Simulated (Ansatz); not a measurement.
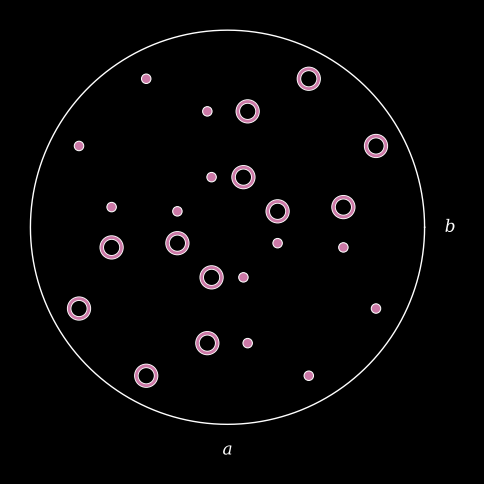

Stereographic projection: filled dots lie in the upper hemisphere, open rings in the lower. The c axis points at the viewer. The poles are all faces of one general form. Computed from the symmetry operations of a computed or model structure of composition AlP.

Identify the point group and its elements.

Answer. -43m (Td), order 24, cubic system: three −4 axes, four threefold axes, six mirror planes.

Can such a crystal be piezoelectric, pyroelectric or chiral?

Answer. It is not centrosymmetric; not polar, but piezoelectricity is allowed; it is not chiral.
